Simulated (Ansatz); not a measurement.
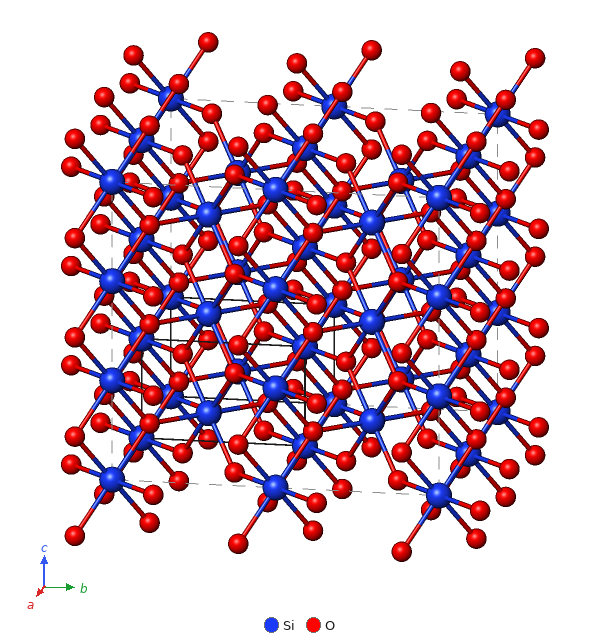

Crystal structure, ball-and-stick style, seen from a general direction. A 2×2×3 array of cells is drawn; the conventional unit cell has the solid edges. Some neighbours outside the box are added.

SiO2, space group Pnnm (No. 58), a = 4.19 Å, b = 4.31 Å, c = 2.67 Å, α = 90.00°, β = 90.00°, γ = 90.00°.

Setup: DFT r2SCAN, scalar-relativistic, plane waves, PAW in Ansatz; wavefunction cutoff 500 eV, k-points on a 6×6×8 grid, Gaussian smearing of 0.05 eV, no spin polarisation.

Is the electronic structure metallic or gapped?

An insulator at this level, with a gap of 6.01 eV on the k-mesh (the true edges may lie between mesh points, so the gap can be somewhat smaller).

What is the pressure at this volume?

The computed pressure is -8.7 GPa (stretched: it would shrink). The stress isn't hydrostatic: its largest component is 15.7 GPa.

The model was built from a structure listed in the Materials Project. The cell was then strained or its atoms displaced on purpose. It went into a calculation with Ansatz.

At this level of theory the run's own cell isn't at rest (stretched, at -9 GPa), so its distances can differ from those at equilibrium, the more so the softer the solid.
